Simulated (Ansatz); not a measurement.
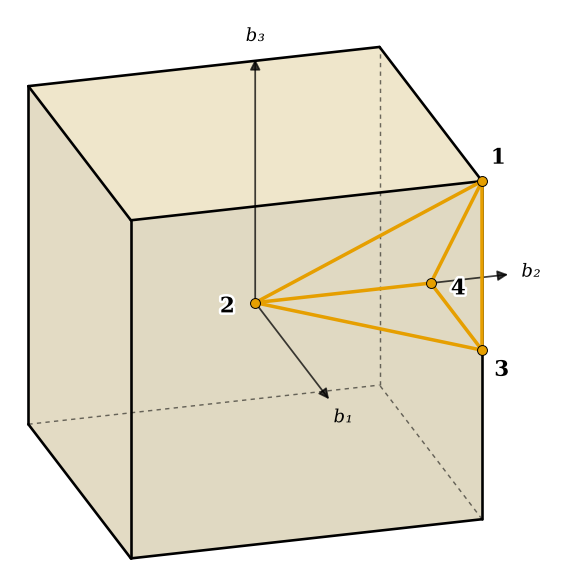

The first Brillouin zone of a simple cubic lattice (cP; extended symbol cP2) is drawn with its special points numbered. Crystal: Ni, the geometry relaxed with DFT, LDA (PW92), plane waves (420 eV) with PAW, scalar-relativistic in Ansatz 0.2.0; the starting structure was generated, so it need not be a known form of this composition. The drawing is computed from the coordinates (standard cell, symmetry found to 0.002 Å).

a = 2.260 Å, b = 2.260 Å, c = 2.260 Å, α = 90.00°, β = 90.00°, γ = 90.00°.

Labels and path follow the convention of Hinuma et al. (2017), as computed by seekpath; the arrows show the directions of the reciprocal primitive vectors b₁, b₂, b₃, in which coordinates are given.

Give the label and coordinates of each numbered point.

```
no.  label      coordinates
  1      R  (1/2, 1/2, 1/2)
  2      Γ        (0, 0, 0)
  3      M    (1/2, 1/2, 0)
  4      X      (0, 1/2, 0)
```
